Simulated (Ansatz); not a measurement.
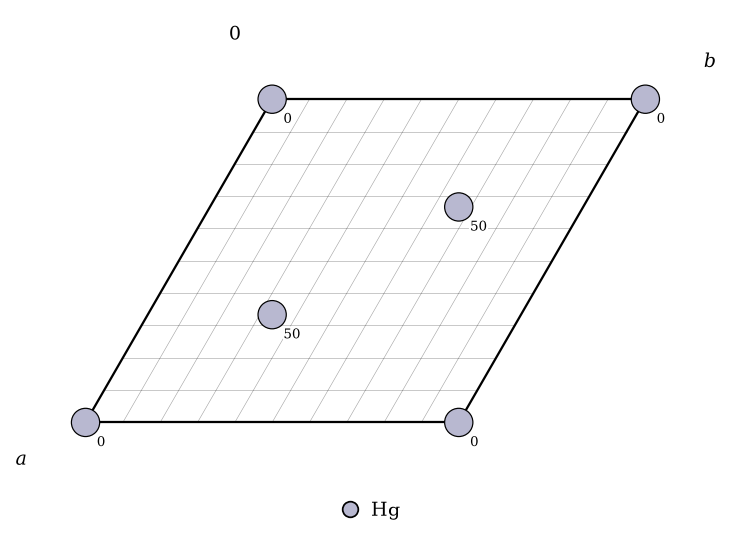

Plan of a unit cell projected along c (a down the page, b across); the numbers are heights in hundredths of c, and atoms on the cell's edges are repeated. The grid marks tenths of a and b. Source: coordinates from a relaxation with Ansatz 0.2.0, DFT, LDA (PW92), plane waves (420 eV) with PAW, scalar-relativistic; the starting structure was generated, so it need not be a known form of this composition. All values are computed from the atomic coordinates in the standard setting (tolerance 0.002 Å).

a = 5.167 Å, b = 5.167 Å, c = 2.945 Å, α = 90.00°, β = 90.00°, γ = 120.00°.

What does the cell contain?

3 Hg: Hg, Z = 3.

Which space group?

No. 191, P6/mmm, primitive hexagonal.

Give the independent sites, coordinates to two places.

```
atom  site  symmetry     x     y     z
  Hg    1a     6/mmm  0.00  0.00  0.00
  Hg    2d      -6m2  0.33  0.67  0.50
```
